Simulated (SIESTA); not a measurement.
**Energy of Al₂Cu along an even scaling of the cell**

System: Al₂Cu (P4/mmm, 3 atoms in the cell).
Method: Kohn-Sham DFT of a periodic cell, LDA, PseudoDojo 0.4 standard, converted to PSML, no spin polarisation (SIESTA 5.4.2).

The 7 runs differ only in the geometry, by an even scaling of the cell at fixed fractional positions. The structure derives from a Materials Project entry.

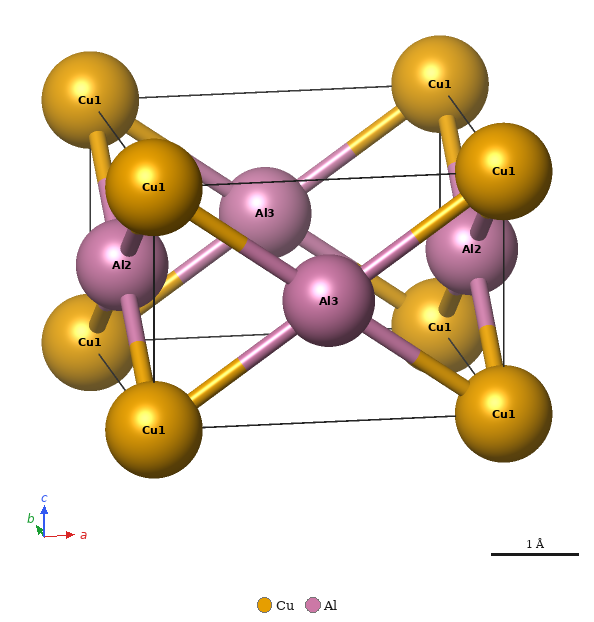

Figure 1. The structure of run 4 (ball-and-stick view of the cell of the calculation, seen slightly off an axis; atoms are numbered from 1 in the order of the input). An atom can appear more than once, as a periodic image.

## Input of run 4
```
SystemName                      Al2Cu
SystemLabel                     Al2Cu
NumberOfSpecies                 2
NumberOfAtoms                   3
%block ChemicalSpeciesLabel
  1  29 Cu
  2  13 Al
%endblock ChemicalSpeciesLabel

LatticeConstant                 1.0 Ang
%block LatticeVectors
     4.1051820000     0.0000000000     0.0000000000
     0.0000000000     4.1051820000     0.0000000000
     0.0000000000     0.0000000000     2.8913130000
%endblock LatticeVectors
AtomicCoordinatesFormat         Fractional
%block AtomicCoordinatesAndAtomicSpecies
     0.0000000000     0.0000000000     0.0000000000  1  Cu
     0.0000000000     0.5000000000     0.5000000000  2  Al
     0.5000000000     0.0000000000     0.5000000000  2  Al
%endblock AtomicCoordinatesAndAtomicSpecies

%block kgrid.MonkhorstPack
    7   0   0  0.0
    0   7   0  0.0
    0   0   9  0.0
%endblock kgrid.MonkhorstPack
XC.Functional                   LDA
XC.Authors                      PW92
PAO.BasisSize                   DZP
PAO.EnergyShift                 0.003 Ry
Mesh.Cutoff                     800 Ry
OccupationFunction              FD
ElectronicTemperature           0.05 eV
MaxSCFIterations                120
SCF.MustConverge                false
SCF.Mixer.Method                Pulay
SCF.Mixer.Weight                0.25
SCF.Mixer.History               8
SCF.DM.Tolerance                5.0e-05
SCF.H.Tolerance                 1.0e-03 eV
WriteForces                     true
Charge.Mulliken                 end
BandLinesScale                  ReciprocalLatticeVectors
%block BandLines
    1    0.000000   0.000000   0.000000  \Gamma
    7    0.000000   0.500000   0.000000  X
    7    0.500000   0.500000   0.000000  M
   10    0.000000   0.000000   0.000000  \Gamma
   10    0.000000   0.000000   0.500000  Z
    7    0.000000   0.500000   0.500000  R
    7    0.500000   0.500000   0.500000  A
   10    0.000000   0.000000   0.500000  Z
    1    0.000000   0.500000   0.000000  X
   10    0.000000   0.500000   0.500000  R
    1    0.500000   0.500000   0.000000  M
   10    0.500000   0.500000   0.500000  A
%endblock BandLines
%block PAO.Basis
  Cu 5
  n=3 0 2
    2.379 0.000
  n=4 0 2
    7.181 0.000
  n=3 1 2
    2.662 0.000
  n=4 1 1
    7.181
  n=3 2 2
    4.908 0.000
%endblock PAO.Basis
```

Command:
```bash
siesta < Al2Cu.fdf > Al2Cu.out 2>&1
```

Run 5 has the same physical settings and fractional positions; its lattice vectors (Å) are:
```
   4.132369    0.000000    0.000000
   0.000000    4.132369    0.000000
   0.000000    0.000000    2.910461
```

## Results, with one run withheld

| run | volume per atom (Å³) | free energy per atom, from the lowest run given (meV) | pressure (GPa) |
| --- | --- | --- | --- |
| 1 | 15.267 | 0.00 | 0.43 |
| 2 | 15.592 | 1.35 | −1.69 |
| 3 | 15.917 | 6.77 | −3.61 |
| 4 | 16.242 | 15.89 | −5.29 |
| 5 | 16.567 | ? | ? |
| 6 | 16.892 | 43.29 | −8.10 |
| 7 | 17.216 | 60.91 | −9.22 |

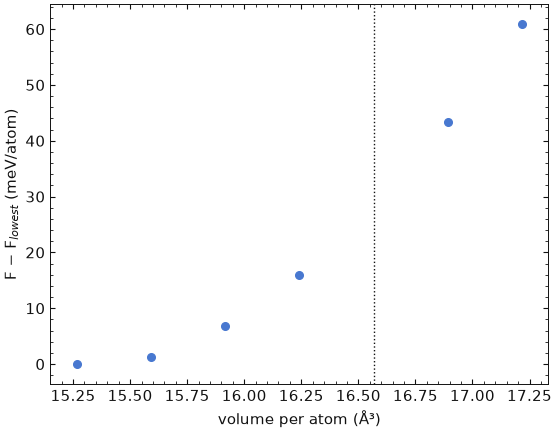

Figure 2. Free energy per atom of the runs given; the dotted line marks run 5.

Estimate the energy of run 5 from the others.

A cubic polynomial in V^(−2/3) (the Birch–Murnaghan form), fitted to the 6 runs given, misses them by at most 0.02 meV per atom. With x = V^(−2/3) − 0.15643 Å⁻², it reads F = 13.348 − 4748.5 x + 4.1418e+05 x² + 9.7472e+05 x³ (meV per atom). At run 5 it gives 28.16 meV per atom, and the run itself gives 28.15. The slope of the fit gives a pressure −dF/dV of −6.79 GPa there, and the run prints −6.77 GPa. The fit has its minimum at 15.329 Å³ per atom, where V d²F/dV² gives 105 GPa. Cell shape and fractional positions are held, so this is the stiffness under even scaling; the relaxed bulk modulus wasn't computed.

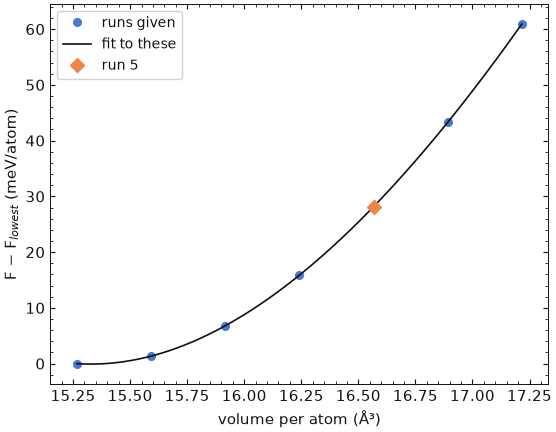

Figure 3. The fit and the withheld run.

## Some lines of the output (run 5)
```
[...]
outcell: Cell volume (Ang**3)        :     49.7004
stepf: Fermi-Dirac step function
siesta: Etot    =     -5190.809037
siesta: FreeEng =     -5190.832521
        iscf     Eharris(eV)        E_KS(eV)     FreeEng(eV)     dDmax    Ef(eV) dHmax(eV)
siesta: E_KS(eV) =            -5283.5046
siesta: E_KS - E_eggbox =     -5283.5046
siesta: Etot    =     -5283.504642
siesta: FreeEng =     -5283.517490
siesta:         Fermi =      -4.784130
siesta: Cell volume =         49.700426 Ang**3
    Orbital volume contribution        =           4.458016 eV
```

Notes: Points of doubt noted for this run: mulliken charges of long orbitals. With a small basis of atomic orbitals these values can differ much from converged plane-wave results.
